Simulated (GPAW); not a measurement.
System: CO₂, space group I-42d (No. 122).

The given structure:
```cif
data_structure
_symmetry_space_group_name_H-M 'P 1'
_symmetry_Int_Tables_number 1
_cell_length_a 4.1090
_cell_length_b 4.1090
_cell_length_c 4.1090
_cell_angle_alpha 122.552
_cell_angle_beta 122.552
_cell_angle_gamma 85.634
_cell_volume 47.01
loop_
_atom_site_label
_atom_site_type_symbol
_atom_site_fract_x
_atom_site_fract_y
_atom_site_fract_z
_atom_site_occupancy
O1 O 0.87500 0.95980 0.58480 1
O2 O 0.37500 0.29020 0.41520 1
O3 O 0.04020 0.62500 0.91520 1
O4 O 0.70980 0.12500 0.08480 1
C1 C 0.00000 0.00000 0.00000 1
C2 C 0.75000 0.25000 0.50000 1
```

Calculation (GPAW 26.7.0): PAW DFT in plane waves, on a grid or in atomic orbitals, no spin polarisation; energies at scaled volumes of the given cell, shape and fractions fixed, counted from the fit's minimum, third-order Birch-Murnaghan fit. Level: LDA.

k mesh 6×6×6; occupations Fermi–Dirac; smearing width 0.05 eV; potentials GPAW PAW data sets (gpaw data 1.2.1); wave cutoff 800 eV; program settings basis pw.

Predict the energy against volume. The volume takes the values 7.3655, 7.5222, 7.6789, 7.8356, 7.9924, 8.1491, 8.3058 Å³/atom.

A third-order Birch–Murnaghan fit gives V0 = 7.47 Å³/atom, B0 = 298 GPa and B′ = 4.3. The energy is 1.38 meV/atom at volume 7.3655 Å³/atom and 72.10 meV/atom at 8.3058 Å³/atom; the lowest computed point is at volume 7.5222 Å³/atom (0.34 meV/atom), and no other minimum shows.

```csv
volume (Å³/atom),energy (meV/atom)
7.3655,1.38
7.5222,0.34
7.6789,5.18
7.8356,15.31
7.9924,30.16
8.1491,49.22
8.3058,72.10
```

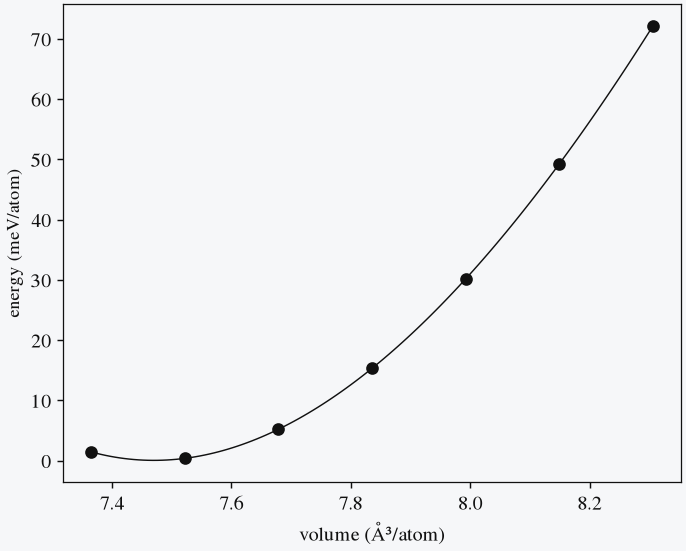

Caveats: shape and atomic fractions are frozen while scaling, which makes layered, chain and framework solids too stiff.
